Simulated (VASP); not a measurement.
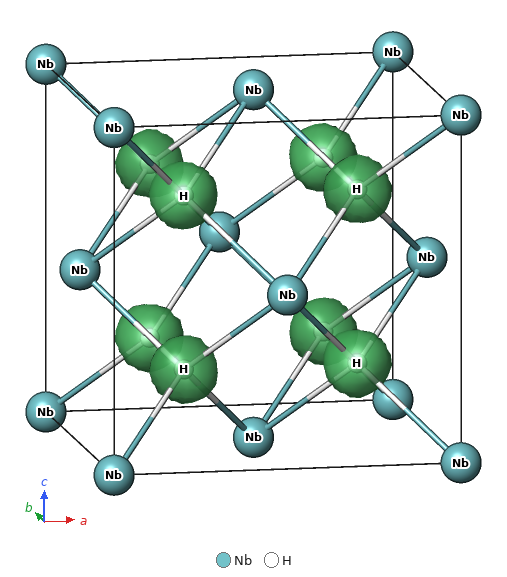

*NbH2. Isosurface of the ELF at 0.9 (green), seen slightly off an axis. Core shells and regions of very low density are left out. Sticks mark near contacts.*

Space group Fm-3m.

Theory: Kohn-Sham DFT of a periodic cell, LDA, VASP PAW LDA potentials, recommended (VASP 6.6.1).

**Identify the bonds, lone pairs and shells in this picture.**

At this value the surface marks out eight regions around hydrogen nuclei, counted in one cell of 12 atoms. Regions shared between cells count once. Profiles from the grid: Nb–H (1.95 Å): the ELF climbs to about 1 towards the hydrogen.
